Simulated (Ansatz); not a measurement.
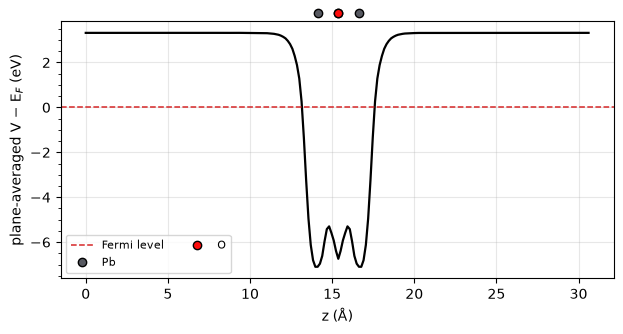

*PbO (slab). Plane average of the electrostatic potential (local pseudopotential plus Hartree) felt by an electron across the slab. Circles mark the heights of the atoms.*

These are results of Ansatz, DFT PBE+D3(BJ), scalar-relativistic, plane waves, PAW, not measurements.

In a PAW calculation such maps are meaningful between the atoms, not at the nuclei.

How far above the Fermi level of the calculation is the vacuum level?

3.3 eV. The slab has a gap, so the Fermi level lies inside it and this isn't a work function in the metallic sense.

What are the slab's thickness and the vacuum gap?

The outermost nuclei are 2.5 Å apart, in 3 atomic planes; the vacuum between periodic images is 28.3 Å wide.
